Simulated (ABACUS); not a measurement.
MoS₂: single-point calculation at one volume of an equation of state (part 2 of 2)

The same run, continued: MoS₂ (3 atoms in the cell); Kohn-Sham DFT of a periodic cell, PBEsol, PseudoDojo NC SR 0.4 PBEsol stringent, no spin polarisation (ABACUS 3.10.1); cutoff 1102.06 eV, 8×8×2 k-mesh, fermi-dirac of 0.05 eV. The structure derives from a Materials Project entry. It belongs to a series of runs on one base structure; here: volume scaled by 0.94.

Geometry of the input (Å; fractional positions):
```
3.1191  0.0000  0.0000
-1.5596  2.7012  0.0000
0.0000  0.0000  16.9807
Mo 0.0000  0.0000  0.0000
S  0.3333  0.6667  0.9105
S  0.3333  0.6667  0.0895
```

Log, continued
```
----------------------------------------------------------
 E_KohnSham     -184.6125948892      -2511.7832130591
 E_Harris       -192.7272739004      -2622.1890850519
 E_Fermi        0.1006298388         1.3691391965
----------------------------------------------------------

 PW ALGORITHM --------------- ION=   1  ELEC=   2--------------------------------

 Density error is 1.60906226621
                          Error Threshold = 0.00180464369098
----------------------------------------------------------
     Energy           Rydberg                 eV
----------------------------------------------------------
 E_KohnSham     -184.5604081695      -2511.0731763108
 E_Harris       -160.1433891396      -2178.8625893293
 E_Fermi        -0.0416889537        -0.5672073146
----------------------------------------------------------

 PW ALGORITHM --------------- ION=   1  ELEC=   3--------------------------------

 Density error is 0.0424836342954
                          Error Threshold = 0.00180464369098
----------------------------------------------------------
     Energy           Rydberg                 eV
----------------------------------------------------------
 E_KohnSham     -184.8230456778      -2514.6465429328
 E_Harris       -187.8148344028      -2555.3519168050
 E_Fermi        0.0746293875         1.0153849076
----------------------------------------------------------

 PW ALGORITHM --------------- ION=   1  ELEC=   4--------------------------------

 Density error is 0.000966255720577
                          Error Threshold = 0.000163398593444
----------------------------------------------------------
     Energy           Rydberg                 eV
----------------------------------------------------------
 E_KohnSham     -184.8279610581      -2514.7134201116
 E_Harris       -184.5297758791      -2510.6564026183
 E_Fermi        0.0614528916         0.8361094844
----------------------------------------------------------

 PW ALGORITHM --------------- ION=   1  ELEC=   5--------------------------------

 Density error is 0.000290285978087
                          Error Threshold = 3.71636815607e-06
----------------------------------------------------------
     Energy           Rydberg                 eV
----------------------------------------------------------
 E_KohnSham     -184.8281967074      -2514.7166262859
 E_Harris       -184.1821027345      -2505.9260668112
 E_Fermi        0.0624475558         0.8496425851
----------------------------------------------------------

 PW ALGORITHM --------------- ION=   1  ELEC=   6--------------------------------

 Density error is 0.000100628899582
                          Error Threshold = 1.11648453111e-06
----------------------------------------------------------
     Energy           Rydberg                 eV
----------------------------------------------------------
 E_KohnSham     -184.8281936799      -2514.7165850943
 E_Harris       -184.4447547137      -2509.4996303191
 E_Fermi        0.0655703904         0.8921309295
----------------------------------------------------------

 PW ALGORITHM --------------- ION=   1  ELEC=   7--------------------------------

 Density error is 4.95734511968e-05
                          Error Threshold = 3.87034229162e-07
----------------------------------------------------------
     Energy           Rydberg                 eV
----------------------------------------------------------
 E_KohnSham     -184.8281956532      -2514.7166119423
 E_Harris       -184.6055972420      -2511.6880051841
 E_Fermi        0.0689585064         0.9382286125
----------------------------------------------------------

 PW ALGORITHM --------------- ION=   1  ELEC=   8--------------------------------

 Density error is 2.73461997776e-05
                          Error Threshold = 1.90667119988e-07
----------------------------------------------------------
     Energy           Rydberg                 eV
----------------------------------------------------------
 E_KohnSham     -184.8282038608      -2514.7167236131
 E_Harris       -184.6437385233      -2512.2069439393
 E_Fermi        0.0706950732         0.9618558159
----------------------------------------------------------

 PW ALGORITHM --------------- ION=   1  ELEC=   9--------------------------------

 Density error is 1.2021461514e-05
                          Error Threshold = 1.05177691452e-07
----------------------------------------------------------
     Energy           Rydberg                 eV
----------------------------------------------------------
 E_KohnSham     -184.8282214635      -2514.7169631098
 E_Harris       -184.7070945610      -2513.0689470549
 E_Fermi        0.0726693964         0.9887178613
----------------------------------------------------------

 PW ALGORITHM --------------- ION=   1  ELEC=  10--------------------------------

 Density error is 2.48918447173e-06
                          Error Threshold = 4.62363904384e-08
----------------------------------------------------------
     Energy           Rydberg                 eV
----------------------------------------------------------
 E_KohnSham     -184.8282297688      -2514.7170761087
 E_Harris       -184.7738231552      -2513.9768361553
 E_Fermi        0.0746270254         1.0153527704
----------------------------------------------------------

 PW ALGORITHM --------------- ION=   1  ELEC=  11--------------------------------

 Density error is 3.2774912358e-07
                          Error Threshold = 9.57378642973e-09
----------------------------------------------------------
     Energy           Rydberg                 eV
----------------------------------------------------------
 E_KohnSham     -184.8282342623      -2514.7171372459
 E_Harris       -184.8152518535      -2514.5405025125
 E_Fermi        0.0757060098         1.0300331066
----------------------------------------------------------

 PW ALGORITHM --------------- ION=   1  ELEC=  12--------------------------------

 Density error is 8.8238701052e-09
                          Error Threshold = 1.26057355223e-09
----------------------------------------------------------
     Energy           Rydberg                 eV
----------------------------------------------------------
 E_KohnSham     -184.8282349069      -2514.7171460163
 E_KS(sigma->0) -184.8282349069      -2514.7171460160
 E_Harris       -184.8253103949      -2514.6773559897
 E_band         -30.9856527854       -421.5814341304
 E_one_elec     -914.7633966897      -12445.9945168148
 E_Hartree      458.7329744038       6241.3823123799
 E_xc           -33.2678128305       -452.6318144921
 E_Ewald        304.4700002096       4142.5268729114
 E_entropy(-TS) -0.0000000000        -0.0000000007
 E_descf        0.0000000000         0.0000000000
 E_exx          0.0000000000         0.0000000000
 E_Fermi        0.0761254863         1.0357403770
----------------------------------------------------------

 charge density convergence is achieved
 final etot is -2514.717146 eV
 EFERMI = 1.035740377 eV

 STATE ENERGY(eV) AND OCCUPATIONS    NSPIN == 1
 1/5 kpoint (Cartesian) = 0.0000 0.0000 0.0000 (11929 pws)
       1       -60.6006      0.0156250
       2       -34.8422      0.0156250
       3       -34.5537      0.0156250
       4       -34.5537      0.0156250
       5       -14.3628      0.0156250
       6       -12.8371      0.0156250
       7       -5.89544      0.0156250
       8       -2.78219      0.0156250
       9       -2.78219      0.0156250
      10       -1.71844      0.0156250
      11       -1.54257      0.0156250
      12       -1.54257      0.0156250
      13      0.0971372      0.0156250
      14        3.04836    5.15684e-20
      15        3.04836    5.15684e-20
      16        3.43181    2.40909e-23
      17        3.43181    2.40909e-23

 2/5 kpoint (Cartesian) = -0.040075 0.023138 0.0000 (11943 pws)
       1       -60.5932      0.0937500
       2       -34.8277      0.0937500
       3       -34.6259      0.0937500
       4       -34.5699      0.0937500
       5       -14.1094      0.0937500
       6       -12.7452      0.0937500
       7       -5.63336      0.0937500
       8       -3.26435      0.0937500
       9       -2.67857      0.0937500
      10       -2.51489      0.0937500
      11       -1.91142      0.0937500
      12      -0.966826      0.0937500
      13     -0.0415844      0.0937500
      14        2.82980    2.44872e-17
      15        2.83007    2.43581e-17
      16        3.14915    4.12237e-20
      17        3.47260    6.39228e-23

 3/5 kpoint (Cartesian) = -0.080151 0.046275 0.0000 (11907 pws)
       1       -60.5752      0.0937500
       2       -34.7969      0.0937500
       3       -34.7923      0.0937500
       4       -34.6087      0.0937500
       5       -13.4416      0.0937500
       6       -12.5049      0.0937500
       7       -5.29406      0.0937500
       8       -3.91577      0.0937500
       9       -3.73452      0.0937500
      10       -2.60051      0.0937500
      11       -1.83936      0.0937500
      12       -1.19480      0.0937500
      13      -0.688303      0.0937500
      14        2.42468    8.08740e-14
      15        2.66794    6.23543e-16
      16        3.21167    1.18063e-20
      17        4.21059    2.48627e-29

 4/5 kpoint (Cartesian) = -0.12023 0.069413 0.0000 (11858 pws)
       1       -60.5572      0.0937500
       2       -34.9637      0.0937500
       3       -34.7568      0.0937500
       4       -34.6472      0.0937500
       5       -12.6521      0.0937500
       6       -12.2308      0.0937500
       7       -5.74316      0.0937500
       8       -4.61413      0.0937500
       9       -4.03593      0.0937500
      10       -3.13493      0.0937500
      11       -1.63189      0.0937500
      12       -1.14901      0.0937500
      13      -0.928483      0.0937500
      14        2.47442    2.99035e-14
      15        2.75086    1.18742e-16
      16        3.93843    5.74804e-27
      17        4.67226    2.42955e-33

 5/5 kpoint (Cartesian) = 0.16030 0.27765 0.0000 (11846 pws)
       1       -60.5497      0.0468750
       2       -35.0315      0.0468750
       3       -34.7420      0.0468750
       4       -34.6631      0.0468750
       5       -12.2663      0.0468750
       6       -12.1041      0.0468750
       7       -6.05605      0.0468750
       8       -4.97440      0.0468750
       9       -4.24462      0.0468750
      10       -3.32814      0.0468750
      11       -1.78303      0.0468750
      12      -0.881039      0.0468750
      13      -0.589106      0.0468750
      14        2.51833    6.21278e-15
      15        3.08410    7.56974e-20
      16        4.16998    2.80075e-29
      17        4.80302    8.88762e-35

------------------------------------------------------------------------------------------
 TOTAL-FORCE (eV/Angstrom)
------------------------------------------------------------------------------------------
                       Mo1         0.0000000000         0.0000000000         0.0000000000
                        S1         0.0000000000         0.0000000000        -0.9754923066
                        S2         0.0000000000         0.0000000000         0.9754923066
------------------------------------------------------------------------------------------

----------------------------------------------------------------
 TOTAL-STRESS (KBAR)
----------------------------------------------------------------
        19.5713418016        -0.0000000000         0.0000000000
         0.0000000000        19.5713418012        -0.0000000000
        -0.0000000000         0.0000000000        33.0932101913
----------------------------------------------------------------
 TOTAL-PRESSURE: 24.078631 KBAR

 --------------------------------------------
 !FINAL_ETOT_IS -2514.7171460163090160 eV
 --------------------------------------------
```

Standard output
```
ABACUS v3.10.1OpenMP thread number: 1,Total thread number: 4,Local thread limit: 192

               Atomic-orbital Based Ab-initio Computation at UStc

%%%%%%%%%%%%%%%%%%%%%%%%%%%%%%%%%%%%%%%%%%%%%%%%%%%%%%%%%%%%%%%%%%%%%%%%%%%%%%%%%%%%%%%%%%%%%%%%%%%%%%%%%
 Warning: the number of valence electrons in pseudopotential > 6 for Mo: [Kr] 4d5 5s1
 Pseudopotentials with additional electrons can yield (more) accurate outcomes, but may be less efficient.
 If you're confident that your chosen pseudopotential is appropriate, you can safely ignore this warning.
%%%%%%%%%%%%%%%%%%%%%%%%%%%%%%%%%%%%%%%%%%%%%%%%%%%%%%%%%%%%%%%%%%%%%%%%%%%%%%%%%%%%%%%%%%%%%%%%%%%%%%%%%

 UNIFORM GRID DIM        : 36 * 36 * 192
 UNIFORM GRID DIM(BIG)   : 36 * 36 * 192
 ---------------------------------------------------------
 Self-consistent calculations for electrons
 ---------------------------------------------------------
 SPIN    KPOINTS         PROCESSORS  THREADS
 1       20              4           4
 ---------------------------------------------------------
 Use plane wave basis
 ---------------------------------------------------------
 ELEMENT NATOM       XC
 Mo      1
 S       2
 ---------------------------------------------------------
 Initial plane wave basis and FFT box
 ---------------------------------------------------------
 -------------------------------------------
 SELF-CONSISTENT :
 -------------------------------------------
 START CHARGE      : atomic
 ITER       ETOT/eV          EDIFF/eV         DRHO     TIME/s
 DA1     -2.51178321e+03   0.00000000e+00   4.6921e-01   1.91
 DA2     -2.51107318e+03   7.10036748e-01   1.6091e+00   1.86
 DA3     -2.51464654e+03  -3.57336662e+00   4.2484e-02   1.59
 DA4     -2.51471342e+03  -6.68771788e-02   9.6626e-04   1.46
 DA5     -2.51471663e+03  -3.20617435e-03   2.9029e-04   1.79
 DA6     -2.51471659e+03   4.11916016e-05   1.0063e-04   1.31
 DA7     -2.51471661e+03  -2.68479149e-05   4.9573e-05   1.45
 DA8     -2.51471672e+03  -1.11670794e-04   2.7346e-05   1.29
 DA9     -2.51471696e+03  -2.39496766e-04   1.2021e-05   1.35
 DA10    -2.51471708e+03  -1.12998910e-04   2.4892e-06   1.38
 DA11    -2.51471714e+03  -6.11371525e-05   3.2775e-07   1.46
 DA12    -2.51471715e+03  -8.77042966e-06   8.8239e-09   1.54
----------------------------------------------------------------
 TOTAL-STRESS (KBAR)
----------------------------------------------------------------
        19.5713418016        -0.0000000000         0.0000000000
         0.0000000000        19.5713418012        -0.0000000000
        -0.0000000000         0.0000000000        33.0932101913
----------------------------------------------------------------
 TOTAL-PRESSURE: 24.078631 KBAR
```

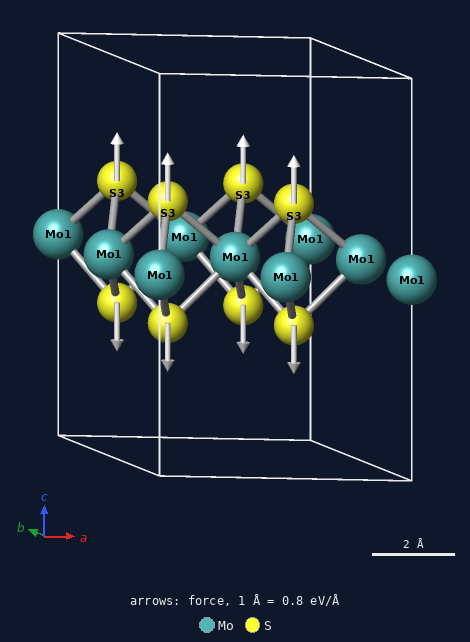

Forces on the atoms as white arrows (ball-and-stick view of the 2 × 2 repeat of the cell, with the vacuum cut short, seen slightly off an axis; atoms are numbered from 1 in the order of the input). The largest act on S2, S3 (0.98 eV/Å). The geometry is not a stationary point of this energy.

Results in brief

- outcome: converged
- space group (tolerance 0.01 Å): P-6m2 (187)
- electrons treated: 26
- free energy: −2514.7171 eV
- Fermi energy: 1.036 eV
- gap on the k-point mesh: 1.95 eV
- pressure: 2.41 GPa
- largest force (length of the vector): 0.975 eV/Å
- hardware: 4 threads of Intel Xeon (Granite Rapids), 128 GiB of memory available, shared host
- wall time: 21 s (CPU time 80 s)
- peak memory: 0.8 GiB
